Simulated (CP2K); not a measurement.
# Energy of W along an even scaling of the cell

System: W (1 atom in the cell).
Method: Kohn-Sham DFT of a periodic cell, PBEsol, GTH-PBE with UZH-TZVP basis, no spin polarisation (CP2K 2026.2).

The 6 runs differ only in the geometry, by an even scaling of the cell at fixed fractional positions. The structure derives from an entry of the Crystallography Open Database.

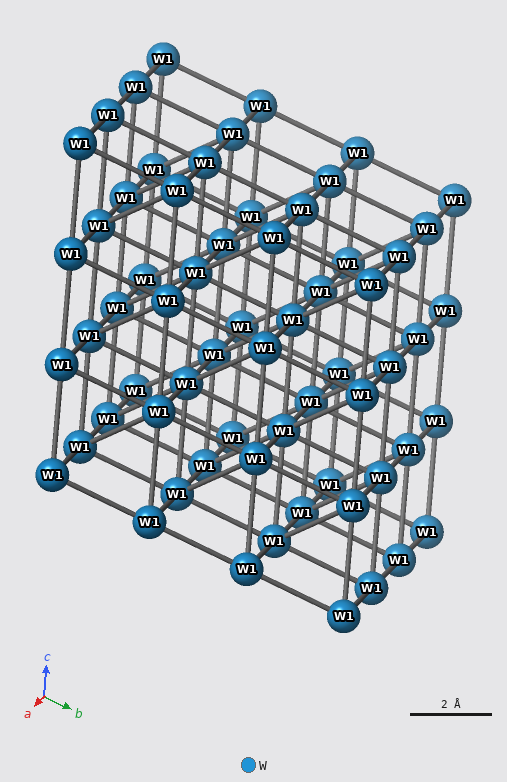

Figure 1. The structure of run 4 (ball-and-stick view of the cell of the calculation, repeated 3 × 3 × 3, seen slightly off an axis; atoms are numbered from 1 in the order of the input).

### Input of run 4
```
&GLOBAL
  PROJECT w_eos
  RUN_TYPE ENERGY_FORCE
  PRINT_LEVEL LOW
&END GLOBAL
&FORCE_EVAL
  METHOD QS
  STRESS_TENSOR ANALYTICAL
  &DFT
    BASIS_SET_FILE_NAME BASIS_MOLOPT_UZH
    POTENTIAL_FILE_NAME POTENTIAL_UZH
    WFN_RESTART_FILE_NAME previous-RESTART.kp
    &MGRID
      CUTOFF 450
      REL_CUTOFF 60
      NGRIDS 4
    &END MGRID
    &QS
      METHOD GPW
      EPS_DEFAULT 1.0E-10
    &END QS
    &KPOINTS
      SCHEME MONKHORST-PACK 12 12 12
      GAMMA_CENTERED T
      SYMMETRY T
      SYMMETRY_BACKEND SPGLIB
    &END KPOINTS
    &SCF
      SCF_GUESS RESTART
      EPS_SCF 1.0E-6
      MAX_SCF 100
      ADDED_MOS 11
      CHOLESKY OFF
      EPS_EIGVAL 1.0E-7
      &DIAGONALIZATION ON
        ALGORITHM STANDARD
      &END DIAGONALIZATION
      &MIXING ON
        METHOD BROYDEN_MIXING
        ALPHA 0.4
        BETA 1.5
        NBUFFER 8
      &END MIXING
      &SMEAR ON
        METHOD FERMI_DIRAC
        ELECTRONIC_TEMPERATURE [K] 580.226
      &END SMEAR
    &END SCF
    &XC
      &XC_FUNCTIONAL
        &GGA_X_PBE_SOL
        &END GGA_X_PBE_SOL
        &GGA_C_PBE_SOL
        &END GGA_C_PBE_SOL
      &END XC_FUNCTIONAL
    &END XC
    &PRINT
      &KPOINTS ON
      &END KPOINTS
      &MULLIKEN ON
      &END MULLIKEN
      &MO ON
        ENERGIES T
        OCCUPATION_NUMBERS T
        &EACH
          QS_SCF 0
        &END EACH
        ADD_LAST NUMERIC
      &END MO
    &END PRINT
  &END DFT
  &SUBSYS
    &CELL
      ABC 2.7588528080 2.7588528080 2.7588528080
      ALPHA_BETA_GAMMA 109.4712206319 109.4712206349 109.4712206350
      PERIODIC XYZ
    &END CELL
    &COORD
      SCALED
      W   0.0000000000 0.0000000000 0.0000000000
    &END COORD
    &KIND W
      BASIS_SET TZVP-MOLOPT-PBE-GTH-q14
      POTENTIAL GTH-PBE-q14
    &END KIND
    &PRINT
      &ATOMIC_COORDINATES ON
      &END ATOMIC_COORDINATES
      &CELL ON
      &END CELL
    &END PRINT
  &END SUBSYS
  &PRINT
    &FORCES ON
    &END FORCES
    &STRESS_TENSOR ON
    &END STRESS_TENSOR
  &END PRINT
&END FORCE_EVAL
```

Command:
```bash
OMP_NUM_THREADS=2 cp2k.psmp -i w_eos.inp -o w_eos.out
```

Lattice vectors (Å) and fractional positions of run 4:
```
   2.758853    0.000000    0.000000
  -0.919618    2.601071    0.000000
  -0.919618   -1.300536    2.252594
W   0.000000  0.000000  0.000000
```

Run 5 has the same physical settings and fractional positions; its lattice vectors (Å) are:
```
   2.776768    0.000000    0.000000
  -0.925589    2.617962    0.000000
  -0.925589   -1.308981    2.267222
```

### Results, with one run withheld

| run | volume per atom (Å³) | free energy per atom, from the lowest run given (meV) | pressure (GPa) |
| --- | --- | --- | --- |
| 1 | 14.897 | 40.59 | 17.91 |
| 2 | 15.214 | 12.96 | 10.14 |
| 3 | 15.531 | 0.00 | 3.08 |
| 4 | 16.165 | 12.86 | −9.20 |
| 5 | 16.482 | ? | ? |
| 6 | 16.798 | 69.90 | −19.30 |

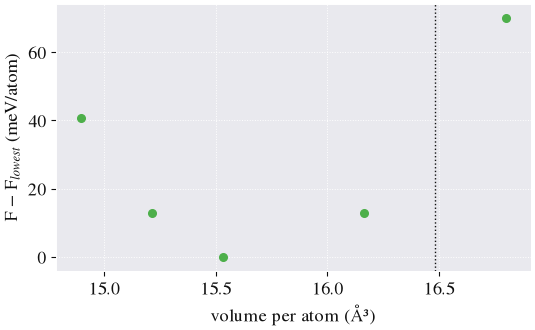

Figure 2. Free energy per atom of the runs given; the dotted line marks run 5.

Estimate the energy of run 5 from the others.

A cubic polynomial in V^(−2/3) (the Birch–Murnaghan form), fitted to the 5 runs given, misses them by under 0.01 meV per atom. With x = V^(−2/3) − 0.15951 Å⁻², it reads F = −1.3969 − 334.15 x + 1.3775e+06 x² − 1.4769e+06 x³ (meV per atom). At run 5 it gives 36.41 meV per atom, and the run itself gives 36.39. The slope of the fit gives a pressure −dF/dV of −14.52 GPa there, and the run prints −14.50 GPa. The fit has its minimum at 15.679 Å³ per atom, where V d²F/dV² gives 319 GPa: the bulk modulus at this level, since symmetry fixes the shape and the positions.

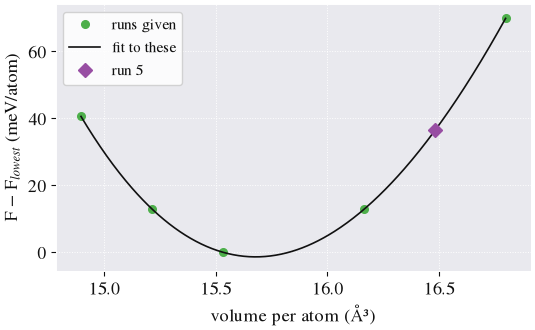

Figure 3. The fit and the withheld run.

### Some lines of the output (run 5)
```
[...]
 CELL| Volume [angstrom^3]:                                            16.481505
 CELL_REF| Volume [angstrom^3]:                                        16.481505
                        Smear method:                                FERMI_DIRAC
  Step     Update method      Time    Convergence         Total energy    Change
  Fermi energy:                                                 0.55812276317376
  Total energy:                                               -68.07663657369852
  Total energy (extrapolated to T->0):                        -68.07656632979601
 MO| E(Fermi):            0.558123 a.u.         15.187293 eV
 MO| Band gap:            0.161085 a.u.          4.383343 eV
 MO| Band gap:            0.132978 a.u.          3.618523 eV
 MO| Band gap:            0.173646 a.u.          4.725158 eV
 MO| Band gap:            0.149974 a.u.          4.080995 eV
 MO| Band gap:            0.179025 a.u.          4.871518 eV
 MO| Band gap:            0.194656 a.u.          5.296851 eV
```

Notes: Spin–orbit coupling is left out, which matters for W.
